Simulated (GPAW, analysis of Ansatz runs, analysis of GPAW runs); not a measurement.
# Charge-transition level of the Cr on the Ga site in GaAs (PBE) (GPAW)

Subject: Cr on the Ga site in GaAs. Wanted: its charge-transition level, in one set-up (PBE, plane waves 150 eV, 32-site cell, PBE lattice, k: the single point 1/4 1/4 1/4 then 2x2x2 shifted, dielectric constants 10.9 and 12.9 (handbook)). The model is a cell of 32 host atoms with 1 Ga taken out and 1 Cr put in. The level is the Fermi energy at which two charge states have equal formation energy, after a correction for the images of the charge.

What was measured. (0/-1) level above the valence-band top: 0.74 eV (quoted in “First-principles investigation of the assumptions underlying model-Hamiltonian approaches to ferromagnetism of 3d impurities in III-V semiconductors”, 2004, Priya Mahadevan and Alex Zunger, quoting earlier work (2003)). The calculation is set beside it at the end.

Calculated with GPAW 26.7.0; GPAW plane-wave PAW DFT, PBE; relaxation of all atoms of a defect supercell.

**1. Starting point**

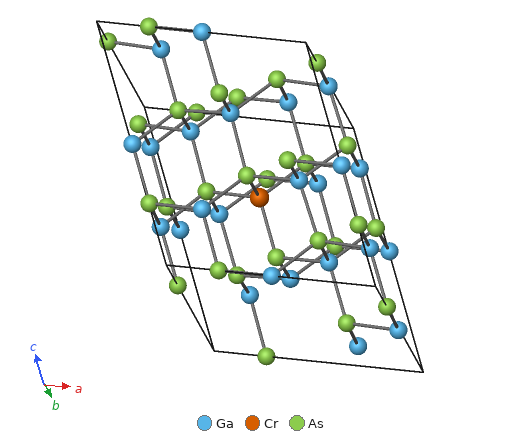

The starting structure, seen from a free direction (gallium blue, chromium orange, arsenic green). Some periodic images of atoms are drawn too.

The cell holds 32 atoms: 15 Ga, 1 Cr and 16 As. Its edges and angles: a = 9.984 Å, b = 9.984 Å, c = 9.984 Å, α = 109.5°, β = 109.5°, γ = 109.5°. It derives from GaAs (space group F-43m). Nearest the centre at fractional (0.250, 0.500, 0.250): Cr7 at 0.05 Å, As28 at 2.46 Å, As23 at 2.47 Å, As22 at 2.49 Å, As19 at 2.54 Å, Ga11 at 4.03 Å, Ga9 at 4.03 Å, Ga12 at 4.04 Å.

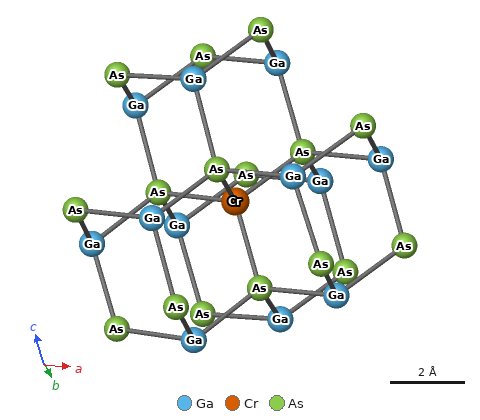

The atoms within 5 Å of the centre.

The host's primitive cell comes from a first run (GPAW plane-wave PAW DFT, PBE; relaxation of cell and atoms of a defect-free cell): vectors of 4.076, 4.076 and 4.076 Å. That is 23.94 Å³ an atom, 6.0 % over the diffraction cell's volume. The supercell is built on it.

**2. Relaxation, charge 0**

Every later number rests on the structure around the defect, so the atoms are relaxed at the host's lattice first.

File run.py:

```python
import numpy as np
from ase.io import read, write
from ase.parallel import parprint, world
from gpaw import GPAW, PW
from ase.optimize import BFGS

atoms = read('POSCAR')
magmoms = np.zeros(len(atoms))
magmoms[[6]] = 3 / 1
atoms.set_initial_magnetic_moments(magmoms)
calc = GPAW(mode=PW(150),
            xc='PBE',
            kpts=[[0.25, 0.25, 0.25]],
            occupations={'name': 'fermi-dirac', 'width': 0.01, 'fixmagmom': True},
            nbands=75,
            convergence={'density': 1e-05, 'forces': 0.001},
            maxiter=150,
            symmetry='off',
            txt='gpaw.txt')
atoms.calc = calc
opt = BFGS(atoms, trajectory='relax.traj', logfile='-')
done = opt.run(fmax=0.02, steps=80)
parprint('Converged:', done)
energy = atoms.get_potential_energy()
forces = atoms.get_forces()
parprint(f'Energy: {energy:.6f} eV, largest force {np.linalg.norm(forces, axis=1).max():.4f} eV/A')
calc.write('gs.gpw')
write('final.xyz', atoms)
parprint('Moments:', atoms.get_magnetic_moments().round(3))
for s in range(calc.get_number_of_spins()):
    parprint('Levels (eV), spin', s, calc.get_eigenvalues(kpt=0, spin=s)[-16:].round(3))
```

File POSCAR:

```
Ga Cr Ga As
 1.0000000000000000
    -5.7641435116698663    5.7641435116698521   -5.7641435116698503
     5.7641435116698725    5.7641435116698574    5.7641435116698645
     5.7641435116698778   -5.7641435116698574   -5.7641435116698645
 Ga  Cr  Ga  As 
   6   1   9  16
Direct
  0.0046150343941168 -0.0011555877498391  0.0016239911281071
 -0.0006731983681866  0.2505176790366473  0.7450358882089373
  0.0004935684355969  0.5032942930621009  0.4971805307092965
 -0.0031098525731470  0.7503924771810108  0.2451874460700320
  0.2532906404192962  0.0060014345252432  0.7520998329394225
  0.2516904842271876  0.2522703949218399  0.5059431390679902
  0.2462451307011241  0.5014963215404775  0.2468882633873389
  0.2557312934798111  0.7546657923518739  0.0040155144420225
  0.4978051142163271 -0.0051016955184603  0.5003277136209161
  0.4947238793039074  0.2478218000844722  0.2500321642625993
  0.4978967915540819  0.5021388101338745  0.0036291158581069
  0.4947583324661853  0.7449034115093769  0.7454066526665423
  0.7533854122564321  0.0025306615509780  0.2478712414478608
  0.7477908765075667  0.2479204831686763 -0.0060102501965225
  0.7442278046026586  0.4969027436300742  0.7453614171432329
  0.7528755791294832  0.7478204363863726  0.4974146863240940
 -0.0007194434915239  0.0048986879901494  0.7517901013814390
 -0.0023081050535366  0.2479458428717318  0.4939841677509342
 -0.0056250206632789  0.4983604753203428  0.2492411113325062
 -0.0018487287009178  0.7500281362100761 -0.0052968816936724
  0.2531904591975357 -0.0024460545279652  0.4983044473995094
  0.2439279731436673  0.2475492284036811  0.2476030547061345
  0.2458693187635743  0.4952637696418296 -0.0002417447278732
  0.2493936087804574  0.7475176914055892  0.7444300378003981
  0.4951117411959493 -0.0037309548048477  0.2443557787277427
  0.5050399183242804  0.2525165159679180  0.0053731747490784
  0.4990161811312784  0.5023695473570624  0.7546041091633986
  0.4947260219143768  0.7489533641162434  0.4958219407615378
  0.7526441407966202  0.0052400274054505  0.0052310296382332
  0.7494050643494258  0.2498778519817376  0.7547427353448137
  0.7535693001925364  0.4995008678282064  0.5044805329275873
  0.7487302678831631  0.7519651791831028  0.2544741426585020
```

Started as:

```sh
$ OMP_NUM_THREADS=1 mpirun -n 4 gpaw python run.py > stdout
```

The program printed:

```text
__  _  _
 | _ |_)|_||  |
 |__||  | ||/\| - 26.7.0

Input parameters:
  mode=PW(ecut=150.0),
  convergence={'density': 1e-05, 'forces': 0.001},
  kpts=KPoints(kpts=array([[0.25, 0.25, 0.25]])),
  maxiter=150,
  nbands=75,
  occupations=Occupations(name='fermi-dirac', width=0.01, fixmagmom=True),
  symmetry=Symmetry(point_group=False, time_reversal=False),
  xc=XC(name='PBE')

Diagonalizing LCAO Hamiltonian
Converting LCAO to pw mode

                               Ga As

                                     Ga
                           As
                        Ga
                             As As
                              Cr
                 Ga As         Ga As
                    Ga   As        Ga  As
                      Ga            Ga
             As            As As
                            Ga
                  As            As
               Ga            Ga  Ga
                       As
                    Ga
                         As As
                          Ga

Atoms  # Å, Bohr magnetons
|    | symbol |         x |         y |         z |    initial magnetic moments |
|----|--------|-----------|-----------|-----------|-----------------------------|
|  0 |     Ga | -0.023902 |  0.010580 | -0.042624 | ( 0.0000,  0.0000,  0.0000) |
|  1 |     Ga |  5.742394 | -2.854354 | -2.846594 | ( 0.0000,  0.0000,  0.0000) |
|  2 |     Ga |  5.764035 |  0.038086 |  0.032396 | ( 0.0000,  0.0000,  0.0000) |
|  3 |     Ga |  5.756591 |  2.894149 |  2.930000 | ( 0.0000,  0.0000,  0.0000) |
|  4 |     Ga |  2.909801 | -2.840615 | -5.760622 | ( 0.0000,  0.0000,  0.0000) |
|  5 |     Ga |  2.919672 | -0.011426 | -2.912986 | ( 0.0000,  0.0000,  0.0000) |
|  6 |     Cr |  2.894404 |  2.886990 |  0.048205 | ( 0.0000,  0.0000,  3.0000) |
|  7 |     Ga |  2.899076 |  5.800928 |  2.852784 | ( 0.0000,  0.0000,  0.0000) |
|  8 |     Ga | -0.014866 | -0.043948 | -5.782788 | ( 0.0000,  0.0000,  0.0000) |
|  9 |     Ga |  0.018042 |  2.838919 | -2.864400 | ( 0.0000,  0.0000,  0.0000) |
| 10 |     Ga |  0.045370 |  5.743430 |  0.003533 | ( 0.0000,  0.0000,  0.0000) |
| 11 |     Ga |  5.738503 |  2.848957 | -2.854759 | ( 0.0000,  0.0000,  0.0000) |
| 12 |     Ga | -2.899269 |  2.928443 | -5.756800 | ( 0.0000,  0.0000,  0.0000) |
| 13 |     Ga | -2.915969 |  5.774067 | -2.846681 | ( 0.0000,  0.0000,  0.0000) |
| 14 |     Ga |  2.870753 |  2.857684 | -5.721987 | ( 0.0000,  0.0000,  0.0000) |
| 15 |     Ga |  2.838031 |  5.783058 | -2.896308 | ( 0.0000,  0.0000,  0.0000) |
| 16 |     As |  4.365810 | -4.309336 | -4.301042 | ( 0.0000,  0.0000,  0.0000) |
| 17 |     As |  4.289895 | -1.431504 | -1.404896 | ( 0.0000,  0.0000,  0.0000) |
| 18 |     As |  4.341706 |  1.403536 |  1.468383 | ( 0.0000,  0.0000,  0.0000) |
| 19 |     As |  4.303394 |  4.343145 |  4.364458 | ( 0.0000,  0.0000,  0.0000) |
| 20 |     As |  1.398773 | -1.426972 | -4.345824 | ( 0.0000,  0.0000,  0.0000) |
| 21 |     As |  1.448093 |  1.405726 | -1.406346 | ( 0.0000,  0.0000,  0.0000) |
| 22 |     As |  1.436152 |  4.273391 |  1.438939 | ( 0.0000,  0.0000,  0.0000) |
| 23 |     As |  7.162260 |  1.455338 | -1.419743 | ( 0.0000,  0.0000,  0.0000) |
| 24 |     As | -1.466899 |  1.423888 | -4.283903 | ( 0.0000,  0.0000,  0.0000) |
| 25 |     As | -1.424609 |  4.335692 | -1.486553 | ( 0.0000,  0.0000,  0.0000) |
| 26 |     As |  4.368976 |  1.422485 | -4.330317 | ( 0.0000,  0.0000,  0.0000) |
| 27 |     As |  4.323392 |  4.310758 | -1.392586 | ( 0.0000,  0.0000,  0.0000) |
| 28 |     As | -4.277992 |  4.338401 | -4.338297 | ( 0.0000,  0.0000,  0.0000) |
| 29 |     As |  1.471099 |  1.409565 | -7.229792 | ( 0.0000,  0.0000,  0.0000) |
| 30 |     As |  1.443411 |  4.314978 | -4.372385 | ( 0.0000,  0.0000,  0.0000) |
| 31 |     As |  1.485472 |  7.183398 | -1.448179 | ( 0.0000,  0.0000,  0.0000) |

Unit cell  # Å
| periodic |         x |         y |         z |  lengths |     angles |
|----------|-----------|-----------|-----------|----------|------------|
|      yes | -5.764144 |  5.764144 | -5.764144 | 9.983789 | 109.471221 |
|      yes |  5.764144 |  5.764144 |  5.764144 | 9.983789 | 109.471221 |
|      yes |  5.764144 | -5.764144 | -5.764144 | 9.983789 | 109.471221 |

Number of symmetries: 1
Symmetry operations  # r_c * U_cc + t_c -> r_c
|   | kind |            matrix            |
|---|------|------------------------------|
| 0 |  E   |  1, 0, 0,  0, 1, 0,  0, 0, 1 |

BZ-sampling:
  Number of BZ points: 1
  Number of IBZ points: 1

K-points  # in reciprocal-cell coordinates
|   |                                coordinates |     weight |
|---|--------------------------------------------|------------|
| 0 | (  0.25000000,   0.25000000,   0.25000000) | 1.00000000 |

Plane wave coefficients: 3136
Cutoff: 150.0 eV

Spin-components: 2 (collinear spins)
Bands:           75
Projectors:      161
Spin-degeneracy: 1
Datatype:        complex128

Density:
  Valence electrons: 131.0
  Components: 2
  Grid points: [30 30 30]
  Charge: 0.0  # |e|

Potential:
  Grid points: [30 30 30]

species:
  Ga:
    name:    Gallium
    Z:       31.0
    valence: 3
    core:    28
    charge:  0.0  # [|e|]
    compensation charges:
      type: gauss
      rc: 0.37  # [Å]
      lmax: 2
    cutoffs:
      filter: 2.06  # [Å]
      core: 4.17  # [Å]
    projectors
    | kind |    occ | energy [eV] | rcut [Å] |
    |------|--------|-------------|----------|
    |   4s |  2.000 |      -8.945 |    1.164 |
    |   4p |  1.000 |      -2.580 |    1.164 |
    |    s |        |      18.266 |    1.164 |
    |    p |        |      24.631 |    1.164 |
    |    d |        |       0.000 |    1.164 |

    Using partial waves for Ga as LCAO basis

  Cr:
    name:    Chromium
    Z:       24.0
    valence: 6
    core:    18
    charge:  0.0  # [|e|]
    compensation charges:
      type: gauss
      rc: 0.35  # [Å]
      lmax: 2
    cutoffs:
      filter: 2.14  # [Å]
      core: 3.04  # [Å]
    projectors
    | kind |    occ | energy [eV] | rcut [Å] |
    |------|--------|-------------|----------|
    |   4s |  1.000 |      -4.007 |    1.164 |
    |   4p |  0.000 |      -0.989 |    1.217 |
    |   3d |  5.000 |      -2.913 |    1.111 |
    |    s |        |      23.205 |    1.164 |
    |    p |        |      26.223 |    1.217 |
    |    d |        |      24.299 |    1.111 |

    Using partial waves for Cr as LCAO basis

  As:
    name:    Arsenic
    Z:       33.0
    valence: 5
    core:    28
    charge:  0.0  # [|e|]
    compensation charges:
      type: gauss
      rc: 0.33  # [Å]
      lmax: 2
    cutoffs:
      filter: 1.87  # [Å]
[...]
|iter:   6| | -129.412070c| -7.54c| -4.29 |      |  +3.0000|
|iter:   7| | -129.412070c| -7.86c| -4.49 |      |  +3.0000|
|iter:   8| | -129.412070c| -8.29c| -4.78 |      |  +3.0000|
|iter:   9| | -129.412070c| -8.17c| -4.97 |      |  +3.0000|
|iter:  10| | -129.412070c| -8.56c| -5.28c|-1.99 |  +3.0000|
|iter:  11| | -129.412070c| -8.86c| -5.48c|-3.24c|  +3.0000|

Converged in 11 steps
SCF loop duration: 7.812 s (0.710 s/step)
Energy contributions relative to reference atoms: (reference = -1805900.027986)

Energy contributions:
  Kinetic:         292.323848
  Coulomb:        -261.284294
  Zero:              1.524418
  External:          0.000000
  Xc:             -161.976038
  Entropy:          -0.000009
  Spinorbit:         0.000000
  ----------------------------
  Free energy:    -129.412075
  Extrapolated:   -129.412070

dipole moment: (-96.775277, 96.654888, -96.070524)  # |e|*Ang

Total magnetic moment: (0.000000, 0.000000, 3.000000)

Local magnetic moments
|        x |        y |         z |
|----------|----------|-----------|
[...]
Fermi levels: 4.818, 4.068
Eigenvalues  # (at kpt = [0.250, 0.250, 0.250])
| band index |      eig [eV] | occ [0-1] |      eig [eV] | occ [0-1] |
|------------|---------------|-----------|---------------|-----------|
[...]
|        ... |               |           |               |           |
[...]
|        ... |               |           |               |           |
[...]
Gap: 0.208 eV
Transition (v -> c):
  (s=0, k=0, n=66, [0.25, 0.25, 0.25]) -> (s=0, k=0, n=67, [0.25, 0.25, 0.25])
No difference between direct/indirect transitions

Forces  # eV/Ang
|        x |        y |        z |
|----------|----------|----------|
[...]
Ga As

                                     Ga
                           As
                        Ga
                             As As
                             Cr
                 Ga As         Ga As
                    Ga   As        Ga  As
                      Ga             Ga
             As            As As
                            Ga
                  As            As
               Ga            Ga  Ga
                       As
                     Ga
                         As As
                          Ga

Atoms  # Å, Bohr magnetons
|    | symbol |         x |         y |         z |    initial magnetic moments |
|----|--------|-----------|-----------|-----------|-----------------------------|
[...]
|  6 |     Cr |  2.884571 |  2.887771 |  0.012294 | ( 0.0000,  0.0000,  2.9201) |
[...]
|  8 |     Ga |  0.047009 |  0.005802 | -5.764671 | ( 0.0000,  0.0000,  0.0048) |
|  9 |     Ga | -0.038407 |  2.869160 | -2.879584 | ( 0.0000,  0.0000,  0.0051) |
| 10 |     Ga | -0.044086 |  5.769376 |  0.015386 | ( 0.0000,  0.0000,  0.0049) |
| 11 |     Ga |  5.808077 |  2.887477 | -2.880122 | ( 0.0000,  0.0000,  0.0053) |
| 12 |     Ga | -2.880847 |  2.877177 | -5.755372 | ( 0.0000,  0.0000, -0.0016) |
| 13 |     Ga | -2.872262 |  5.811380 | -2.927105 | ( 0.0000,  0.0000,  0.0039) |
| 14 |     Ga |  2.883274 |  2.880518 | -5.755346 | ( 0.0000,  0.0000, -0.0016) |
| 15 |     Ga |  2.894762 |  5.710351 | -2.828051 | ( 0.0000,  0.0000,  0.0038) |
[...]
| 24 |     As | -1.446820 |  1.416832 | -4.339842 | ( 0.0000,  0.0000, -0.0008) |
| 25 |     As | -1.469199 |  4.339740 | -1.453864 | ( 0.0000,  0.0000, -0.0089) |
| 26 |     As |  4.315055 |  1.464123 | -4.293111 | ( 0.0000,  0.0000, -0.0003) |
| 27 |     As |  4.386427 |  4.275692 | -1.388810 | ( 0.0000,  0.0000, -0.0567) |
| 28 |     As | -4.314399 |  4.339506 | -4.339765 | ( 0.0000,  0.0000, -0.0001) |
| 29 |     As |  1.451399 |  1.464964 | -7.218393 | ( 0.0000,  0.0000, -0.0006) |
| 30 |     As |  1.447527 |  4.296878 | -4.296392 | ( 0.0000,  0.0000, -0.0003) |
| 31 |     As |  1.450999 |  7.180188 | -1.408791 | ( 0.0000,  0.0000, -0.0008) |

Unit cell  # Å
| periodic |         x |         y |         z |  lengths |     angles |
|----------|-----------|-----------|-----------|----------|------------|
|      yes | -5.764144 |  5.764144 | -5.764144 | 9.983789 | 109.471221 |
|      yes |  5.764144 |  5.764144 |  5.764144 | 9.983789 | 109.471221 |
|      yes |  5.764144 | -5.764144 | -5.764144 | 9.983789 | 109.471221 |

Initialization done in: 0.521 s

convergence criteria:
- Maximum integral of absolute [dens]ity change: 1e-05 electrons / valence electron
- Maximum change in the atomic [forces] across last 2 cycles: 0.001 eV/Ang OR
Maximum error relative to the maximum force is below inf
- Maximum [total energy] change in last 3 cyles: 0.0005 eV / valence electron
- Maximum integral of absolute [eigenst]ate change: 4e-08 eV^2 / valence electron
maximum number of iterations: 150

SCF iterations
|iter     | |      energy | eigst |  dens |force |  magmom |
|---------|-|-------------|-------|-------|------|---------|
|iter:   1| | -129.412285c| -5.21 |       |      |  +3.0000|
|iter:   2| | -129.412270c| -6.55 | -3.45 |      |  +3.0000|
|iter:   3| | -129.412232c| -6.29 | -3.51 |      |  +3.0000|
|iter:   4| | -129.412231c| -7.34 | -3.81 |      |  +3.0000|
|iter:   5| | -129.412233c| -7.39 | -4.09 |      |  +3.0000|
|iter:   6| | -129.412232c| -7.56c| -4.30 |      |  +3.0000|
|iter:   7| | -129.412233c| -7.79c| -4.45 |      |  +3.0000|
|iter:   8| | -129.412233c| -8.24c| -4.73 |      |  +3.0000|
|iter:   9| | -129.412233c| -8.10c| -4.91 |      |  +3.0000|
|iter:  10| | -129.412233c| -8.57c| -5.24c|-1.97 |  +3.0000|
|iter:  11| | -129.412233c| -8.85c| -5.47c|-3.20c|  +3.0000|

Converged in 11 steps
SCF loop duration: 7.842 s (0.713 s/step)
Energy contributions relative to reference atoms: (reference = -1805900.027986)

Energy contributions:
  Kinetic:         292.313513
  Coulomb:        -261.275756
  Zero:              1.524444
  External:          0.000000
  Xc:             -161.974430
  Entropy:          -0.000009
  Spinorbit:         0.000000
  ----------------------------
  Free energy:    -129.412238
  Extrapolated:   -129.412233

dipole moment: (-96.709122, 96.613900, -96.038785)  # |e|*Ang

Total magnetic moment: (0.000000, 0.000000, 3.000000)

Local magnetic moments
|        x |        y |         z |
|----------|----------|-----------|
[...]
Fermi levels: 4.818, 4.068
Eigenvalues  # (at kpt = [0.250, 0.250, 0.250])
| band index |      eig [eV] | occ [0-1] |      eig [eV] | occ [0-1] |
|------------|---------------|-----------|---------------|-----------|
[...]
|        ... |               |           |               |           |
[...]
|         66 |         4.717 |     1.000 |         5.714 |     0.000 |
|         67 |         4.926 |     0.000 |         5.764 |     0.000 |
|         68 |         4.928 |     0.000 |         5.882 |     0.000 |
|         69 |         5.698 |     0.000 |         5.973 |     0.000 |
|         70 |         5.731 |     0.000 |         6.116 |     0.000 |
|         71 |         5.731 |     0.000 |         6.116 |     0.000 |
|         72 |         5.942 |     0.000 |         6.263 |     0.000 |
|        ... |               |           |               |           |
|         74 |         6.547 |     0.000 |         6.562 |     0.000 |

Gap: 0.209 eV
Transition (v -> c):
  (s=0, k=0, n=66, [0.25, 0.25, 0.25]) -> (s=0, k=0, n=67, [0.25, 0.25, 0.25])
No difference between direct/indirect transitions

Forces  # eV/Ang
|        x |        y |        z |
|----------|----------|----------|
[...]
| -0.00827 | -0.00827 |  0.01600 |  # As  24
| -0.00081 |  0.00053 | -0.00453 |  # As  25
| -0.00325 | -0.00269 | -0.00315 |  # As  26
| -0.00414 |  0.00287 |  0.00442 |  # As  27
|  0.01647 | -0.00010 | -0.00087 |  # As  28
|  0.01339 | -0.01094 | -0.00787 |  # As  29
|  0.01395 |  0.00023 |  0.00441 |  # As  30
|  0.00799 | -0.00516 | -0.00595 |  # As  31

# Writing to gs.gpw (mode='')
```

The job ended after 5.5 min (4 MPI ranks of Arm Neoverse V2, shared host; peak memory 0.98 GiB).

The run converged, but on settings that a careful run would not use, so its numbers are not the defect's.

(Continued in part 2 of 4.)

[Logs are printed without paths, hosts, clocks, repeated set-up lines and the standing remarks that a program may print on its own settings, such as how far it seeks lower states.]

[Hosts, paths, dates, database ids (printed as entryN), source tags and the programs' standing remarks are cut or masked in the printed files.]

[For some hosts the program warned that the k-mesh of the response run may be too coarse for force constants and the static dielectric constant; such warnings are not shown here.]
